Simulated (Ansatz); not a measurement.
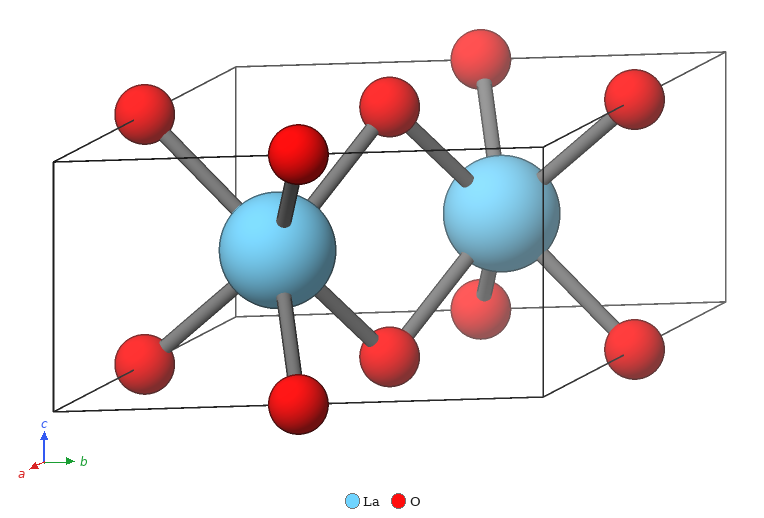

View slightly off an axis, drawn as a ball-and-stick model. The simulation cell is outlined; an atom on or near a face, edge or corner is repeated at each equivalent position.

```yaml
crystal:
  lattice:
    - [6.37173, 0.00000, 0.00000]
    - [-3.18586, 5.51808, 0.00000]
    - [0.00000, 0.00000, 3.28674]
  atoms:
    - { symbol: La, position: [0.33333, 0.66667, 0.50000] }
    - { symbol: La, position: [0.66667, 0.33333, 0.50000] }
    - { symbol: O, position: [0.49998, 0.49998, 0.00000] }
    - { symbol: O, position: [0.00000, 0.50002, 0.00000] }
    - { symbol: O, position: [0.50002, 0.00000, 0.00000] }
```

All computed values are from Ansatz, DFT PBE, scalar-relativistic, plane waves, PAW. Settings: a cutoff energy of 420 eV, k-points on a 6×6×8 grid, Gaussian smearing of 0.02 eV, no spin polarisation.

**What are the atomic charges by Bader's partition?**

La +2.01 e; O -1.34 e. The transfer is large, as in an ionic solid.

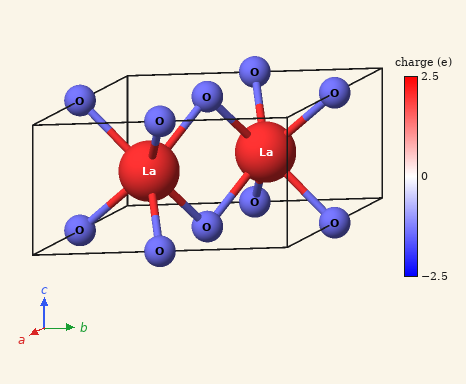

The atoms coloured by those charges.

The model was built from a structure listed in the Materials Project. Earlier steps of the study may have refined or changed the cell and positions. A calculation with Ansatz used it as input.
